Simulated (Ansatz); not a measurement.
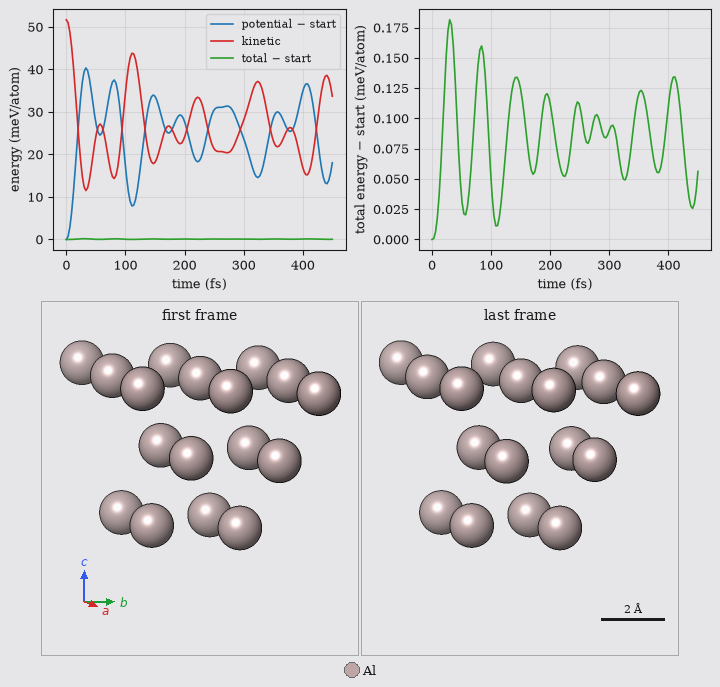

Molecular dynamics of a slab of Al(111) (12 atoms in the cell), 450 fs long. Style: spheres-only. Shown: the simulation cell, with the vacuum cut short, slightly off an axis.

All numbers below come from DFT PBE-D3(BJ), scalar-relativistic, plane waves, PAW (Ansatz). Run with plane-wave cutoff 420 eV; k-point mesh 3 × 3 × 1; Fermi-Dirac smearing 0.1 eV; 4 atoms held fixed; constant energy (NVE); velocities drawn for 600 K; time step 3 fs.

> Check the integration.

The total energy stays between 0 and 0.18 meV per atom of its start. A straight-line fit has a slope that amounts to −0.0022 meV per atom over 450 fs (under 0.1 % of the mean kinetic energy), and the ripple about it is 0.5 % of the kinetic energy's fluctuation. With a drift under 2 % and a ripple under 7 %, the integration is accurate. Over the second half the temperature averages 307 K (spread ±74 K). The first frame carries almost no forces, so kinetic energy first flows into potential energy: the temperature drops from 600 to 134 K within 33 fs, and without a thermostat its mean stays below the start. The potential energy in the second half lies on average 25.4 meV per atom above the first frame.
